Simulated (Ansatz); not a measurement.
Cd$_{4}$Se

Input

```
crystal:
  lattice:
    - [4.239534296, 0.0, 0.0]
    - [0.0, 4.239534296, 0.0]
    - [0.0, 0.0, 7.8446135152]
  atoms:
    - { symbol: Cd, position: [0.5, 0.0, 0.7839837964] }
    - { symbol: Cd, position: [0.0, 0.5, 0.2160162036] }
    - { symbol: Cd, position: [0.0, 0.0, 0.5] }
    - { symbol: Cd, position: [0.5, 0.5, 0.5] }
    - { symbol: Se, position: [0.0, 0.0, 0.0] }
basis:
  ecutwfc: 420
kpoints:
  mp_grid: { grid: [8, 8, 4] }
  band_path:
    path:
      - [[0.0, 0.0, 0.0], [0.0, 0.5, 0.0], [0.5, 0.5, 0.0], [0.0, 0.0, 0.0], [0.0, 0.0, 0.5], [0.0, 0.5, 0.5], [0.5, 0.5, 0.5], [0.0, 0.0, 0.5]]
      - [[0.0, 0.5, 0.0], [0.0, 0.5, 0.5]]
      - [[0.5, 0.5, 0.0], [0.5, 0.5, 0.5]]
    npoints: 14
hamiltonian:
  xc: pbe
scf:
  occupations: { method: gaussian, width: 0.1 }
  n_extra_bands: 12
output:
  forces: true
  stress: true
  eigenvalues: true
  populations: true
  dos: { projected: true, de: 0.02, nscf_kmesh: { grid: [10, 10, 5] } }
  bader: true
  write_density: true
  write_potential: true
  elf: true
  volumetric_format: npy
```

Launched as:

```sh
ansatz run input.yaml --threads 1 --pin off --max-ram 2560MiB --backend cpu --events-out ev --progress --plain --runs-dir out
```

Below, planes, directions and counts refer to the conventional cell (a = 4.24 Å, b = 4.24 Å, c = 7.84 Å, α = 90.00°, β = 90.00°, γ = 90.00°).

Space group P-4m2; a generated structure, not necessarily the stable one.

Method: DFT PBE, scalar-relativistic, plane waves, PAW in Ansatz 0.2.0.

Core electrons are frozen (PAW), and the valence fields are smoothed inside the atomic spheres.

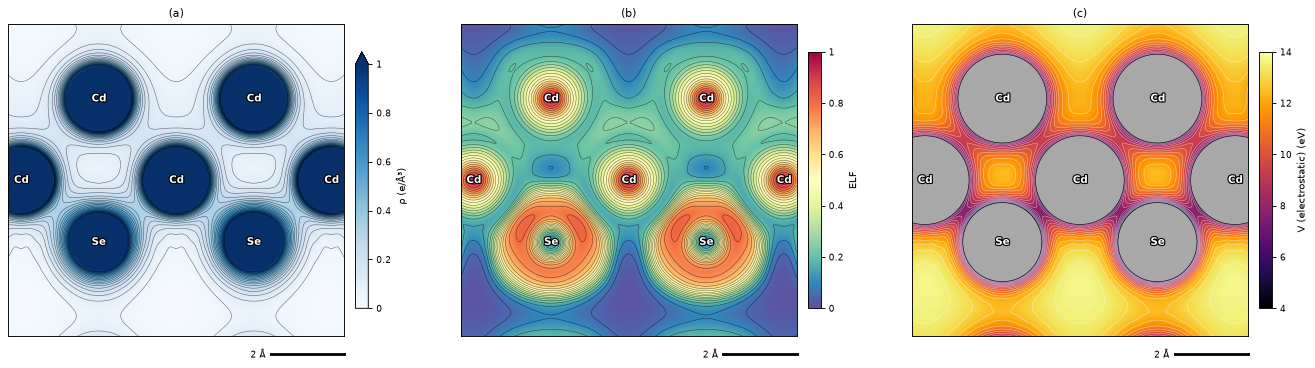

Figure 1. (a) valence electron density; (b) ELF; (c) electrostatic potential (local pseudopotential plus Hartree) felt by an electron on the (100) plane of the conventional cell. Grey discs cover the atomic cores in the potential map.

**Interpret the plot.**

- Atoms in the plane: Cd and Se.
- Cd–Se (2.71 Å): ρ at the midpoint is about 0.34 e/Å³; the ELF is about 0.40 at the midpoint and 0.15 at its lowest between the atoms.
- Between the atoms the lowest density in this plane is 0.01 e/Å³.
- The features right at Cd lie inside the PAW spheres, where the map follows smoothed inner orbitals and isn't to be read closely.
- Outside the cores the potential energy rises away from the atoms and is highest about 2.4 Å from the nearest atoms; its zero is arbitrary.

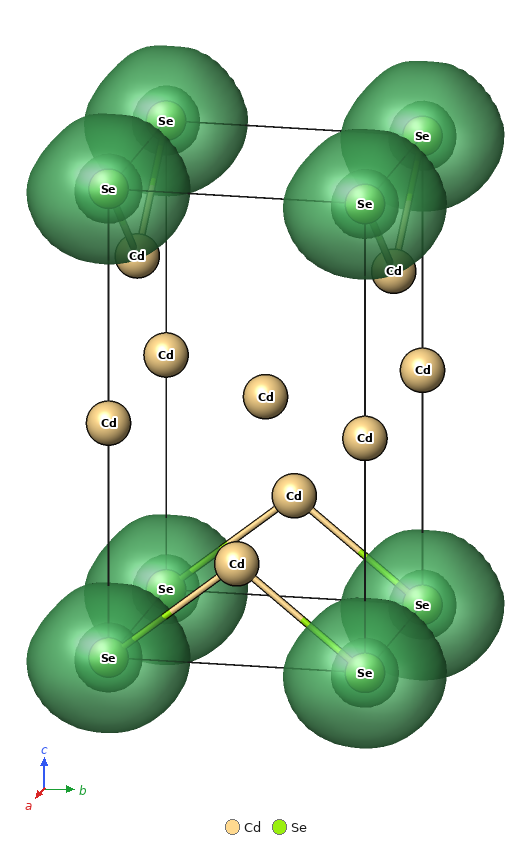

Figure 2. Isosurface of the ELF at 0.65 (green), seen slightly off an axis. Core shells and regions of very low density are left out. Sticks mark near contacts.

**Identify the bonds, lone pairs and shells in this picture.**

The ELF exceeds this value in one region wrapped around Se (its valence shell), counted in one cell of 5 atoms. Regions shared between cells count once.

**How much charge does the calculation move between the atoms?**

Electrons move from Cd towards Se. Bader charges: Cd −0.06 to +0.35 and Se −0.70 e.

**Metal or insulator at this level of theory?**

It is gapless in this calculation (a metal or semimetal).
